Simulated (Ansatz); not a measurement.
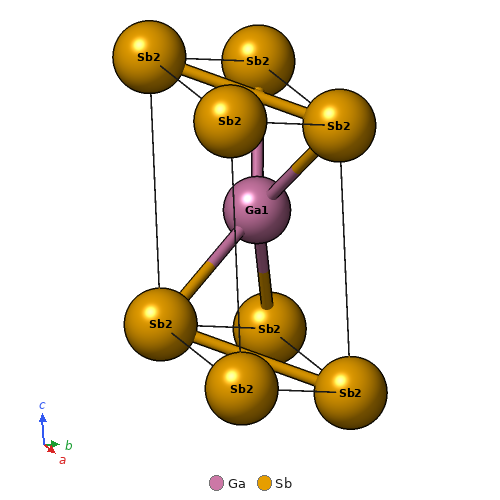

The system is GaSb (I-4m2, No. 119; 2 atoms in the cell); the picture shows the reference structure. 
- The energy is mapped over the lattice constants a and c of the conventional cell.
- First axis: lattice constant a (and b). Second axis: lattice constant c.
- Nothing is relaxed (symmetry fixes all fractional coordinates).
- The grid has 7 × 7 points.
- Energies: meV/atom, counted from the lowest grid point.
- Level of theory: DFT PBE, scalar-relativistic, plane waves, PAW in Ansatz 0.2.0. Settings: cutoff 420 eV, k-mesh 16×16×16, gaussian smearing 0.15 eV, no spin polarisation.

Its coordinates:

```xyz
2
Lattice="-2.7659 2.7659 1.5812 2.7659 -2.7659 1.5812 2.7659 2.7659 -1.5812" Properties=species:S:1:pos:R:3 pbc="T T T"
Ga    2.7659    0.0000    0.7906
Sb    0.0000    0.0000    0.0000
```

Range: lattice constant a (and b) from 5.145 to 5.919 Å; lattice constant c from 2.783 to 3.542 Å.

> What landscape does the calculation give?

The lowest grid point is at lattice constant a (and b) = 5.532 Å, lattice constant c = 3.162 Å. It is the only kind of minimum in the scanned range. The highest grid point, lattice constant a (and b) = 5.145 Å, lattice constant c = 2.783 Å, lies 384 meV/atom above the lowest. Round the minimum the valley is somewhat tilted: raising lattice constant a (and b) shifts the best value of lattice constant c downwards (coupling k₁₂/√(k₁₁k₂₂) about 0.5).

```
lattice constant c ↓, lattice constant a (and b) →  5.145  5.274  5.403  5.532  5.661  5.790  5.919
                                             3.542     79     48     42     57     89    133    188
                                             3.415     83     39     23     29     54     93    143
                                             3.289     96     38     10      8     26     59    103
                                             3.162    122     49     11      0     10     35     73
                                             3.036    168     83     33     11     11     28     60
                                             2.909    250    149     85     50     40     50     72
                                             2.783    384    264    184    138    117    114    123
```

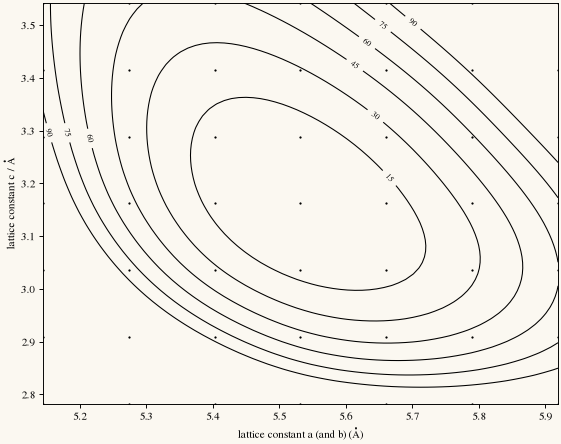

In the figure: contour lines labelled in meV/atom (none above 90), dots at the grid points. Between grid points the surface is interpolated.

Each point was launched as `ansatz run input.yaml --threads 1 --pin off --max-ram 2048MiB --backend cpu --events-out ev --progress --plain --runs-dir out`. The whole map (49 points run) took 12 min on 1 thread of Intel(R) Xeon(R) 6975P-C (Granite Rapids), on a shared host.

PAW datasets: the set soft_1.
